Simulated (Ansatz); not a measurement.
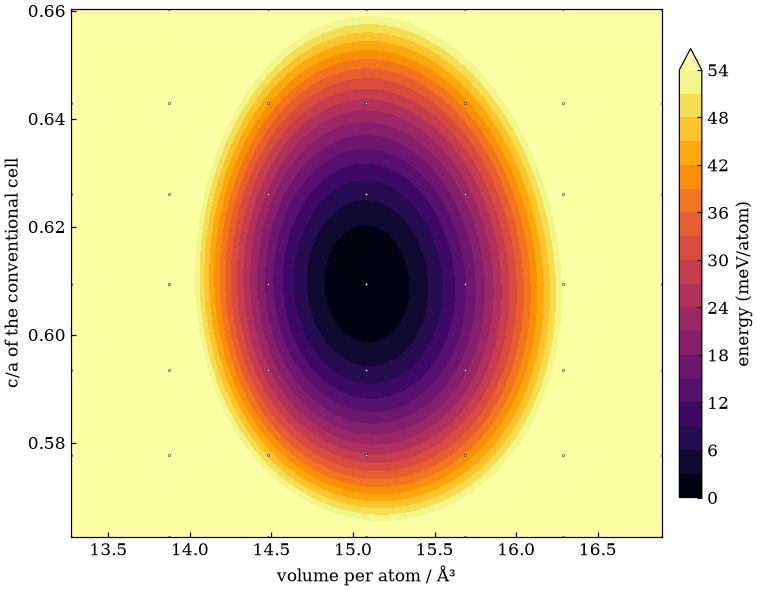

Hf2N (P4_2/mnm, No. 136; 6 atoms in the cell). 
- The energy is mapped over volume and the cell's shape.
- The first coordinate is: volume per atom; the second: c/a of the conventional cell.
- Nothing is relaxed (fractional coordinates fixed).
- Grid: 7 × 7 points.
- Points are written as (first, second).
- All energies are given in meV/atom relative to the lowest grid point.
- The calculation used DFT PBEsol, scalar-relativistic, plane waves, PAW in Ansatz 0.2.0. Settings: cutoff 520 eV, k-mesh 8×8×14 in the order of the run's cell vectors, gaussian smearing 0.15 eV, no spin polarisation.

In the figure: filled contours, dots at the grid points, one colour for all values above the top of the scale. Between grid points the surface is interpolated.

Estimate the position of the minimum and the force constants in these coordinates.

The interpolated minimum is at volume per atom ≈ 15.08 Å³, c/a of the conventional cell ≈ 0.609. The curvatures there are about 0.51 eV/(Å³)² and 300 eV, with a cross term of about 0.5 eV/Å³ (per cell of 6 atoms). Round the minimum the two coordinates are nearly uncoupled.

PAW datasets: the set soft_1.
